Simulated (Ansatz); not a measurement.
Ti: single-point calculation

System: Ti (P-3m1, 5 atoms in the cell).
Method: DFT, r2SCAN, plane waves, PAW, spin-polarised (Ansatz 0.2.0).

The structure was built on a prototype by a generator; it need not be a known phase.

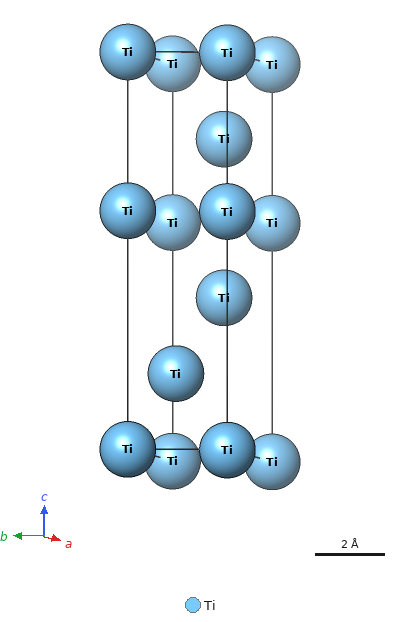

The structure as given in the input (spheres-only view of the cell of the calculation, seen at an oblique angle).

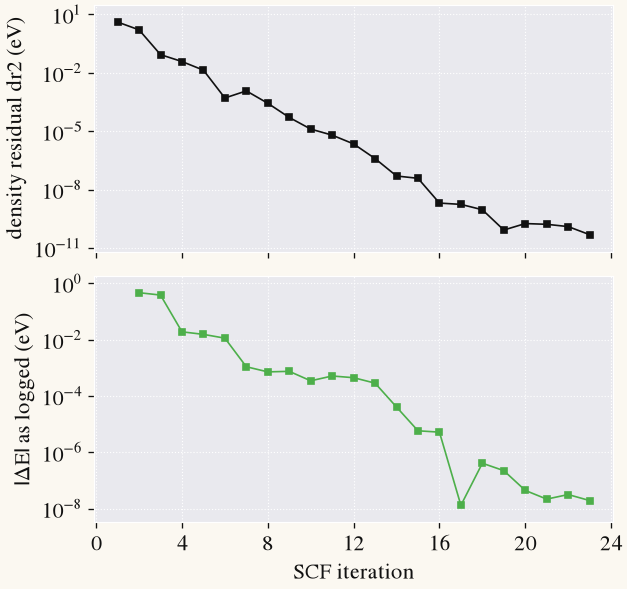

Convergence of the self-consistent field: density residual dr2 and size of the energy change against the SCF iteration. The residual falls unevenly and jumps up by a factor of two or more 2 times on the way down.

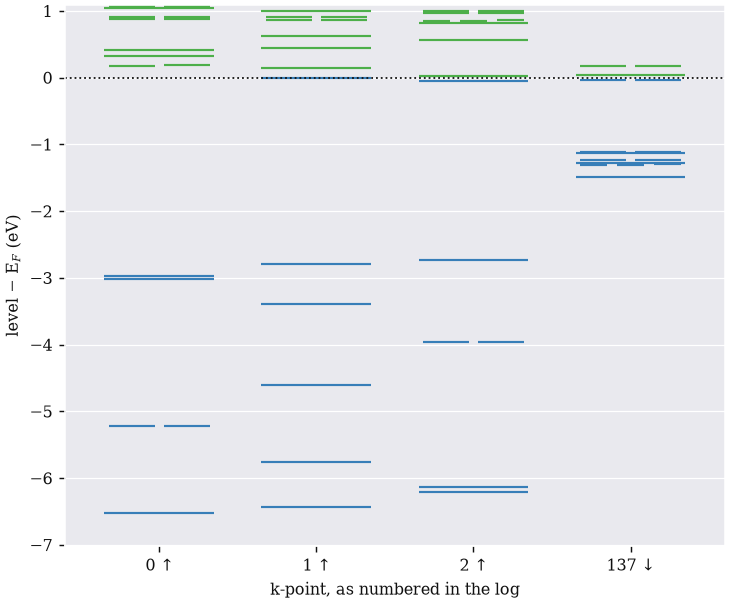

Kohn–Sham levels near the Fermi level (dotted) at the few k-points that the log prints; levels within 0.02 eV of each other stand side by side. The system is metallic on the full mesh.

The input that produced these results follows, with the program's output.

### Input
```yaml
crystal:
  lattice:
    - [2.9229361911, 0.0, 0.0]
    - [-1.4614680956, 2.5313369952, 0.0]
    - [0.0, 0.0, 11.7444110057]
  atoms:
    - { symbol: Ti, position: [0.0, 0.0, -0.0011849574], spin: 0.2 }
    - { symbol: Ti, position: [0.3333333333, 0.6666666667, 0.2], spin: 0.2 }
    - { symbol: Ti, position: [0.6666666667, 0.3333333333, 0.4011849574], spin: 0.2 }
    - { symbol: Ti, position: [0.0, 0.0, 0.5992993947], spin: 0.2 }
    - { symbol: Ti, position: [0.6666666667, 0.3333333333, 0.8007006053], spin: 0.2 }
basis:
  ecutwfc: 500
kpoints:
  mp_grid: { grid: [18, 18, 4] }
hamiltonian:
  xc: r2scan
scf:
  occupations: { method: gaussian, width: 0.1 }
  lower_state_search: "off"
  algorithm: density_mixing
output:
  forces: true
  eigenvalues: true
  stress: true
magnetization:
  spin_polarized: true
```

Launch command:
```bash
ansatz run input.yaml --threads 1 --pin off --max-ram 2560MiB --backend cpu --events-out ev --progress --plain --runs-dir out
```

### Output
```
Engine: ansatz 0.2.0, x86_64-unknown-linux-gnu
Pseudopotentials: kind: paw
Pseudopotential: Ti, paw, valence charge 12, recommended cutoff 500 eV (meta_gga), Ti.paw.azcp
Functional definition: r2SCAN
  parameter k0 = 0.174
  parameter k1 = 0.065
  parameter a1 = 4.9479
  exchange = r2scan_x(k0 = k0, k1 = k1, a1 = a1)
  correlation = r2scan_c
Crystal: 5 atoms, lattice volume = 86.896 Å³
Basis set: ecut = 500 eV, 2239 PW (Γ), exchange–correlation on 96×96×360 points (64 copies of the dense FFT grid, shifted against one another)
Bands: 37, of which v1, the nominal top of the filled ones, is band 30 counted from 1 (29 counted from 0)
Symmetry: 12 space group operations
Space group: P-3m1 (ITA 164), of the structure as read, at distance tolerance 4.4e-5 Å
Magnetic group: BNS 164.85 (UNI 1315), of the structure as read, at distance tolerance 4.4e-5 Å
k-points: 138 of 1296
Non-local potential: Ti, projectors of the file, l = 0: 3, l = 1: 2, l = 2: 3, l = 3: 1
PAW form: soft (Blöchl's): semilocal exchange-correlation on the pseudo side does not see the compensation charge
PAW frozen core: Ti, regenerated for the run's functional (the file was generated under x = pbe(κ = 0.804, μ = 0.2195149727645171), c = pbe(β = 0.06672455060314922))
PAW one-centre angular grid: Ti, 590 points (default); XC on 160 Gauss nodes
Initial density: superposition of atomic densities (chi_scale 0.1, normalization cell)
Starting moments: Σ|m| = 1 μB on 5 of 5 sites
Initial wavefunctions: pseudopotential atomic-orbital guess
Functional: x = r2scan, c = r2scan; τ floored in thin density (d = 2e-4 eV/Å³)
SCF iter   1: F=-12519.686792 eV  HF=-12522.438352 eV  |F-HF|=2.75e0  |Δ(HF+E_count)|=         —  Δρ=4.11e-2 (↑4.11e-2 ↓2.51e-2)  dr2=4.03e0  dr2_τ=2.03e-2  dr2_m=6.95e-2  M=0.418 μB ∫|m|=0.418 μB  β_m=0.30  ethr=3.10e-3  ⟨swp⟩=5.5  Hψ=41396  notcnv=0
preconditioner: auto → Kerker (q_TF=auto, 2.565 Å⁻¹)  [metal: Δε(μ)=0.002 eV  Ē_g=2.944 eV  σ=0.100 eV  W_gap=0.01  n_scr=26 (ndim 8)  ℏωp=17.8 eV  f_vac=0.000  D(μ)=5.31/eV (n_scr^D=66)]
spin=Collinear: Kerker preconditioning applied to the charge; magnetization (m = ρ↑ − ρ↓) channel mixes plain (no charge-response kernel on spin).
SCF iter   2: F=-12520.959267 eV  HF=-12521.972178 eV  |F-HF|=1.01e0  |Δ(HF+E_count)|=   4.66e-1  Δρ=2.64e-2 (↑2.64e-2 ↓1.57e-2)  dr2=1.60e0  dr2_τ=6.00e-3  dr2_m=3.74e-2  M=0.391 μB ∫|m|=0.392 μB  β_m=0.30  ethr=3.10e-3  ⟨swp⟩=2.5  Hψ=19383  notcnv=0  defer=312  κ⁻¹=1.0e0(r=1)
SCF iter   3: F=-12521.617894 eV  HF=-12521.588616 eV  |F-HF|=2.93e-2  |Δ(HF+E_count)|=   3.84e-1  Δρ=8.34e-3 (↑7.55e-3 ↓8.34e-3)  dr2=8.53e-2  dr2_τ=5.38e-3  dr2_m=1.88e-2  M=0.384 μB ∫|m|=0.385 μB  β_m=0.30  ethr=2.67e-3  ⟨swp⟩=3.4  Hψ=21129  notcnv=0  defer=314  κ⁻¹=3.1e-2(r=2)
SCF iter   4: F=-12521.625793 eV  HF=-12521.607650 eV  |F-HF|=1.81e-2  |Δ(HF+E_count)|=   1.90e-2  Δρ=6.39e-3 (↑5.05e-3 ↓6.39e-3)  dr2=3.77e-2  dr2_τ=1.00e-3  dr2_m=1.20e-2  M=0.342 μB ∫|m|=0.342 μB  β_m=0.30  ethr=1.42e-4  ⟨swp⟩=2.2  Hψ=14404  notcnv=0  defer=298  κ⁻¹=7.1e-3(r=3)
SCF iter   5: F=-12521.633227 eV  HF=-12521.623029 eV  |F-HF|=1.02e-2  |Δ(HF+E_count)|=   1.54e-2  Δρ=4.87e-3 (↑3.32e-3 ↓4.87e-3)  dr2=1.36e-2  dr2_τ=4.88e-4  dr2_m=7.78e-3  M=0.306 μB ∫|m|=0.307 μB  β_m=0.30  ethr=6.28e-5  ⟨swp⟩=2.0  Hψ=12497  notcnv=0  defer=298  κ⁻¹=3.6e-3(r=4)
SCF iter   6: F=-12521.636119 eV  HF=-12521.634347 eV  |F-HF|=1.77e-3  |Δ(HF+E_count)|=   1.13e-2  Δρ=2.74e-3 (↑2.43e-3 ↓2.74e-3)  dr2=5.06e-4  dr2_τ=1.48e-4  dr2_m=5.18e-3  M=0.273 μB ∫|m|=0.273 μB  β_m=0.30  ethr=2.27e-5  ⟨swp⟩=2.0  Hψ=19554  notcnv=0  defer=298  κ⁻¹=7.1e-6(r=5)
SCF iter   7: F=-12521.635972 eV  HF=-12521.635432 eV  |F-HF|=5.39e-4  |Δ(HF+E_count)|=   1.09e-3  Δρ=2.43e-3 (↑2.43e-3 ↓1.79e-3)  dr2=1.17e-3  dr2_τ=6.76e-5  dr2_m=3.50e-3  M=0.244 μB ∫|m|=0.244 μB  β_m=0.30  ethr=8.43e-7  ⟨swp⟩=3.0  Hψ=20343  notcnv=0  defer=298  κ⁻¹=1.1e-6(r=6)
SCF iter   8: F=-12521.636960 eV  HF=-12521.636148 eV  |F-HF|=8.12e-4  |Δ(HF+E_count)|=   7.16e-4  Δρ=1.83e-3 (↑1.62e-3 ↓1.83e-3)  dr2=2.71e-4  dr2_τ=4.42e-5  dr2_m=2.34e-3  M=0.220 μB ∫|m|=0.220 μB  β_m=0.79  ethr=8.43e-7  ⟨swp⟩=2.1  Hψ=18700  notcnv=0  defer=297
Mixer restart at iter 8: flushing history
spin-set hold released at iteration 8 (site moments contracting): the magnetisation degrees of freedom join the quasi-Newton model from the next iteration; the mixer history was flushed
SCF iter   9: F=-12521.637619 eV  HF=-12521.636897 eV  |F-HF|=7.22e-4  |Δ(HF+E_count)|=   7.49e-4  Δρ=7.90e-4 (↑7.27e-4 ↓7.90e-4)  dr2=5.06e-5  dr2_τ=1.47e-5  dr2_m=4.51e-4  M=0.178 μB ∫|m|=0.179 μB  β_m=1.20  ethr=4.52e-7  ⟨swp⟩=2.5  Hψ=16553  notcnv=0  defer=297  κ⁻¹=1.0e0(r=1)
SCF iter  10: F=-12521.638072 eV  HF=-12521.637242 eV  |F-HF|=8.30e-4  |Δ(HF+E_count)|=   3.45e-4  Δρ=2.55e-4 (↑2.55e-4 ↓2.33e-4)  dr2=1.28e-5  dr2_τ=4.30e-6  dr2_m=4.38e-5  M=0.126 μB ∫|m|=0.127 μB  β_m=1.20  ethr=8.43e-8  ⟨swp⟩=2.5  Hψ=18528  notcnv=0  defer=297  κ⁻¹=1.4e-1(r=2)
SCF iter  11: F=-12521.638278 eV  HF=-12521.637754 eV  |F-HF|=5.24e-4  |Δ(HF+E_count)|=   5.12e-4  Δρ=1.89e-4 (↑1.89e-4 ↓1.56e-4)  dr2=6.24e-6  dr2_τ=1.52e-6  dr2_m=2.21e-5  M=0.093 μB ∫|m|=0.094 μB  β_m=1.20  ethr=2.13e-8  ⟨swp⟩=2.0  Hψ=18484  notcnv=0  defer=295  κ⁻¹=6.2e-3(r=3)
SCF iter  12: F=-12521.638440 eV  HF=-12521.638200 eV  |F-HF|=2.40e-4  |Δ(HF+E_count)|=   4.45e-4  Δρ=1.05e-4 (↑1.05e-4 ↓7.35e-5)  dr2=2.21e-6  dr2_τ=3.81e-7  dr2_m=5.81e-6  M=0.056 μB ∫|m|=0.057 μB  β_m=1.20  ethr=1.04e-8  ⟨swp⟩=2.6  Hψ=18772  notcnv=0  defer=295  κ⁻¹=9.2e-4(r=4)
SCF iter  13: F=-12521.638525 eV  HF=-12521.638484 eV  |F-HF|=4.03e-5  |Δ(HF+E_count)|=   2.85e-4  Δρ=3.11e-5 (↑3.11e-5 ↓1.74e-5)  dr2=3.90e-7  dr2_τ=3.12e-8  dr2_m=4.13e-7  M=0.017 μB ∫|m|=0.018 μB  β_m=1.20  ethr=3.68e-9  ⟨swp⟩=3.0  Hψ=21171  notcnv=0  defer=295  κ⁻¹=5.0e-4(r=5)
SCF iter  14: F=-12521.638533 eV  HF=-12521.638525 eV  |F-HF|=8.59e-6  |Δ(HF+E_count)|=   4.03e-5  Δρ=1.71e-5 (↑1.42e-5 ↓1.71e-5)  dr2=4.97e-8  dr2_τ=1.48e-8  dr2_m=1.70e-7  M=0.008 μB ∫|m|=0.010 μB  β_m=1.20  ethr=1.67e-10  ⟨swp⟩=7.3  Hψ=49312  notcnv=0  κ⁻¹=4.4e-5(r=6)
SCF iter  15: F=-12521.638535 eV  HF=-12521.638530 eV  |F-HF|=4.05e-6  |Δ(HF+E_count)|=   5.78e-6  Δρ=1.28e-5 (↑1.05e-5 ↓1.28e-5)  dr2=3.78e-8  dr2_τ=7.96e-9  dr2_m=8.98e-8  M=0.006 μB ∫|m|=0.008 μB  β_m=1.20  ethr=8.28e-11  ⟨swp⟩=5.3  Hψ=36500  notcnv=0  κ⁻¹=4.8e-6(r=7)
SCF iter  16: F=-12521.638536 eV  HF=-12521.638536 eV  |F-HF|=3.09e-7  |Δ(HF+E_count)|=   5.18e-6  Δρ=5.23e-6 (↑5.03e-6 ↓5.23e-6)  dr2=2.02e-9  dr2_τ=1.56e-9  dr2_m=2.01e-8  M=0.002 μB ∫|m|=0.006 μB  β_m=1.20  ethr=6.30e-11  ⟨swp⟩=6.1  Hψ=37531  notcnv=0  κ⁻¹=1.8e-6(r=8)
SCF iter  17: F=-12521.638536 eV  HF=-12521.638536 eV  |F-HF|=5.13e-7  |Δ(HF+E_count)|=   1.30e-8  Δρ=3.36e-6 (↑2.88e-6 ↓3.36e-6)  dr2=1.73e-9  dr2_τ=5.33e-10  dr2_m=7.04e-9  M=-0.001 μB ∫|m|=0.005 μB  β_m=1.20  ethr=3.37e-12  ⟨swp⟩=5.2  Hψ=35546  notcnv=0  κ⁻¹=2.9e-6(r=8)
SCF iter  18: F=-12521.638536 eV  HF=-12521.638536 eV  |F-HF|=1.81e-7  |Δ(HF+E_count)|=   4.07e-7  Δρ=2.63e-6 (↑2.39e-6 ↓2.63e-6)  dr2=9.18e-10  dr2_τ=3.55e-10  dr2_m=4.70e-9  M=-0.000 μB ∫|m|=0.004 μB  β_m=1.20  ethr=2.89e-12  ⟨swp⟩=3.3  Hψ=28101  notcnv=0  κ⁻¹=7.7e-6(r=8)
iter 19 did not close the SCF: its close was put off for a magnetic moment that had not settled (scf_convergence_deferred on its scf_iter line)
SCF iter  19: F=-12521.638536 eV  HF=-12521.638536 eV  |F-HF|=3.19e-8  |Δ(HF+E_count)|=   2.22e-7  Δρ=1.84e-6 (↑1.84e-6 ↓1.81e-6)  dr2=8.33e-11  dr2_τ=1.99e-10  dr2_m=2.60e-9  M=0.000 μB ∫|m|=0.003 μB  β_m=1.20  ethr=1.53e-12  ⟨swp⟩=4.9  Hψ=34571  notcnv=0  κ⁻¹=8.2e-6(r=8)
iter 20 did not close the SCF: its close was put off for a magnetic moment that had not settled (scf_convergence_deferred on its scf_iter line)
SCF iter  20: F=-12521.638536 eV  HF=-12521.638536 eV  |F-HF|=2.33e-8  |Δ(HF+E_count)|=   4.40e-8  Δρ=1.41e-6 (↑1.39e-6 ↓1.41e-6)  dr2=1.79e-10  dr2_τ=1.13e-10  dr2_m=1.51e-9  M=0.000 μB ∫|m|=0.003 μB  β_m=1.20  ethr=1.00e-12  ⟨swp⟩=1.0  Hψ=32711  notcnv=0  κ⁻¹=1.2e-5(r=8)
iter 21 did not close the SCF: its close was put off for a magnetic moment that had not settled (scf_convergence_deferred on its scf_iter line)
SCF iter  21: F=-12521.638536 eV  HF=-12521.638536 eV  |F-HF|=3.46e-8  |Δ(HF+E_count)|=   2.16e-8  Δρ=9.47e-7 (↑8.58e-7 ↓9.47e-7)  dr2=1.64e-10  dr2_τ=4.04e-11  dr2_m=5.86e-10  M=0.000 μB ∫|m|=0.001 μB  β_m=1.20  ethr=1.00e-12  ⟨swp⟩=1.1  Hψ=33307  notcnv=0  κ⁻¹=9.6e-5(r=8)
iter 22 did not close the SCF: its close was put off for a magnetic moment that had not settled (scf_convergence_deferred on its scf_iter line)
SCF iter  22: F=-12521.638536 eV  HF=-12521.638536 eV  |F-HF|=1.60e-8  |Δ(HF+E_count)|=   3.14e-8  Δρ=6.62e-7 (↑5.09e-7 ↓6.62e-7)  dr2=1.25e-10  dr2_τ=1.89e-11  dr2_m=2.17e-10  M=0.000 μB ∫|m|=0.001 μB  β_m=1.20  ethr=1.00e-12  ⟨swp⟩=1.1  Hψ=32992  notcnv=0  κ⁻¹=4.9e-4(r=8)
SCF iter  23: F=-12521.638536 eV  HF=-12521.638536 eV  |F-HF|=2.44e-9  |Δ(HF+E_count)|=   1.92e-8  Δρ=2.74e-7 (↑2.74e-7 ↓2.57e-7)  dr2=4.81e-11  dr2_τ=5.80e-12  dr2_m=2.42e-11  M=-0.000 μB ∫|m|=0.000 μB  ethr=1.00e-12  ⟨swp⟩=1.3  Hψ=33209  notcnv=0
WARN: the starting moments were not kept: the SCF closed with an absolute magnetisation of 2.5e-4 μB, where they sum to 1 μB in size (5 sites). That is at most 0.1 of that sum. Measured as dr2_m measures the in/out step, that magnetisation stands 5.9e-9 eV from none, at or under the dr2_threshold of 1.0e-7 eV: it is no larger than a step whose dr2_m would equal this threshold. The system may hold no moment; this SCF shows only that its start led to no more than that. To try another start: raise the starting moments (crystal.atoms[].spin, magnetization.per_species, magnetization.initial_magnetization, or on a non-collinear deck that types none of these the spinor_matrix: blocks that start its atoms; where the total moment is fixed, keep their sum and leave initial_magnetization as it is; typed ones take the place of any that the run laid by itself, positive ones on a crystal's lanthanoids without a Hubbard term where scf.initial_density.shell_occupations: [] is typed) or, if the notice of its spin-set hold's release reads "site moments contracting" or "site moments show no strong build", lengthen the hold (scf.mixing.spin_hold: { on: { confirm: 4 } }; for m-r²SCAN on two components see the key's manual first). Each may lead to a state that holds a moment. A second SCF, from the converged charge density, with the starting moments and any scf.initial_density.shell_occupations laid on it anew, would have followed, and was not run: the deck does not ask for one (magnetization.retry_lost_moments is false, the default). To let it run, set magnetization.retry_lost_moments: true and run the deck again, where that key's refused combinations let it; where memory then withholds it, that run's warning says so.
SCF 1 converged in 23 iterations: F = -12521.638536 eV  dr2 = 4.81e-11
  greatest PAW one-centre occupation: 1.000 electrons in one spin orbital (limit 2), on the Ti atom at site 4 (counted from 0), in its partial waves of l = 1
this state was not tested for a lower state beside it, because the mixer in use, unlike msr1, does not test its closes by its own steps (another_mixer; see scf.mixing.algorithm and scf.lower_state_search)
SCF converged after 23 iterations
Magnetization: -0.0001 μB (30.0000 up, 30.0000 down)
Absolute magnetization: 0.0003 μB (∫|ρ↑−ρ↓|, with the PAW one-centre terms)
Spin contamination: 0.0000 ħ² per cell (⟨S²⟩ above its minimum at these occupations)
Per-site moments (μB) at R_I (Å): [(-6.161167633877064e-5, 1.185645759741239), (3.0541362181819154e-5, 1.197719183332883), (-6.161167633863975e-5, 1.1856457597412395), (2.4203083148243717e-5, 1.1856457597412395), (2.4203083147992843e-5, 1.185645759741239)]
Free energy (F): -12521.638536 eV
Harris-Foulkes:  -12521.638536 eV  (|F-HF|=2.44e-9)
Internal energy: -12521.607335 eV  (E = F + TS)
E sigma→0 (E₀):  -12521.622936 eV
Entropy (-TS):   -0.031202 eV (-6.240 meV/atom)
Fermi energy:    13.263820 eV
--- Per-component energies (eV) ---
  E_band       = -854.171591
  E_kinetic    = 1361.766921
  E_local      = -4048.210977  (includes V_loc(G=0)·N_el)
  E_nonlocal   = 36.206779
  E_hartree    = 1656.853280
  E_xc         = -464.001006
  E_vxc        = -663.300186  (∫ρ·V_xc dr)
  E_paw        = -5283.325743  (= ΣΔE_a)
  E_vpaw       = -900.016755  (= ΣTr[D̂ρ^β])
  E_aug_tail   = 0.000442  (compensation charges beyond the density's cutoff)
  E_vtau       = 45.675344  (kinetic-family band-sum trace: ∫τ·v_τ [+ j·A + Jᵃ·Aᵃ] dr)
  E_ewald      = -5779.629744
  E_core_change = -1.267286  (= ΣΔE_core)
  E_smearing   = -0.031202  (= −TS)
  E_closure    = -0.000000  (closes the sum)
  Σ components = -12521.638536   (vs F -12521.638536, Δ=0.00e0)
--- Forces (eV/Å), atoms counted from 1 ---
  atom   1  Ti    -0.00000000     0.00000000    -0.00556884
  atom   2  Ti     0.00000000     0.00000000     0.00000000
  atom   3  Ti     0.00000000    -0.00000000     0.00556884
  atom   4  Ti     0.00000000    -0.00000000    -0.00748690
  atom   5  Ti    -0.00000000     0.00000000     0.00748690
  max |Σ_I F_I| component: 3.70e-17 eV/Å
--- Stress (GPa, compression-positive) ---
       -0.001573       0.000000       0.000000
        0.000000      -0.001573      -0.000000
        0.000000      -0.000000      -0.000951
  P = ⅓ Tr σ = -0.0014 GPa (-0.014 kbar)
--- Band table (eV; the first three rows and the last of 276) ---
  k-point 0 ↑: bands = ["-45.8763", "-45.8212", "-45.7874", "-45.7392", "-45.6998", "-21.3321", "-21.2702", "-20.9134", "-20.8917", "-20.7660", "-20.7660", "-20.7278", "-20.7278", "-20.6793", "-20.6793", "-20.6573", "-20.6573", "-20.6432", "-20.6202", "-20.6202", "6.7454", "8.0400", "8.0401", "10.2477", "10.2945", "13.4309", "13.4506", "13.5908", "13.6754", "14.1414", "14.1414", "14.1708", "14.1708", "14.3106", "14.3362", "14.3362", "14.4442"]
  k-point 1 ↑: bands = ["-45.8756", "-45.8254", "-45.7806", "-45.7438", "-45.6986", "-21.3577", "-21.2173", "-21.0127", "-20.8029", "-20.7663", "-20.7663", "-20.7267", "-20.7267", "-20.6819", "-20.6819", "-20.6600", "-20.6550", "-20.6550", "-20.6207", "-20.6207", "6.8317", "7.5020", "8.6644", "9.8741", "10.4760", "13.2534", "13.4008", "13.7045", "13.8839", "14.1331", "14.1331", "14.1756", "14.1756", "14.2572", "14.3547", "14.3547", "14.4045"]
  k-point 2 ↑: bands = ["-45.8748", "-45.8289", "-45.7729", "-45.7498", "-45.6976", "-21.3723", "-21.1361", "-21.1075", "-20.7666", "-20.7666", "-20.7423", "-20.7256", "-20.7256", "-20.6923", "-20.6842", "-20.6842", "-20.6530", "-20.6530", "-20.6212", "-20.6212", "7.0550", "7.1242", "9.3070", "9.3085", "10.5342", "13.2114", "13.2943", "13.8271", "14.0767", "14.1128", "14.1128", "14.1319", "14.2382", "14.2382", "14.2659", "14.2659", "14.4514"]
  k-point 137 ↓: bands = ["-45.7417", "-45.7417", "-45.6719", "-45.6719", "-45.6496", "-21.1969", "-21.1969", "-21.1728", "-21.1210", "-21.1210", "-21.0818", "-21.0645", "-20.9917", "-20.9917", "-20.9604", "-20.8798", "-20.8798", "-20.7845", "-20.7845", "-20.7740", "11.7808", "11.9610", "11.9610", "11.9707", "11.9877", "12.0355", "12.0355", "12.1316", "12.1557", "12.1557", "13.2226", "13.2226", "13.3094", "13.4334", "13.4334", "14.9659", "15.4806"]
```

### Key numbers

- outcome: converged
- space group (tolerance 0.01 Å): P-3m1 (164)
- electrons treated: 60
- free energy: −12521.6385 eV
- Fermi energy: 13.264 eV
- gap on the k-point mesh: none (metallic)
- net moment of the cell: 0.00 μB
- integrated absolute moment: 0.00 μB
- pressure: 0.00 GPa
- largest force (length of the vector): 0.007 eV/Å
- hardware: 1 thread of Intel Xeon (Granite Rapids), 64 GiB of memory available, shared host
- wall time: 2.5 min
- peak memory: 1.2 GiB

### Notes

Settings chosen away from the usual ones: scf.lower_state_search set to off; magnetization set to {"spin_polarized": true}; scf.algorithm set to density_mixing. Warnings of the run: some starting moments were not kept; the state was not tested for a lower one.
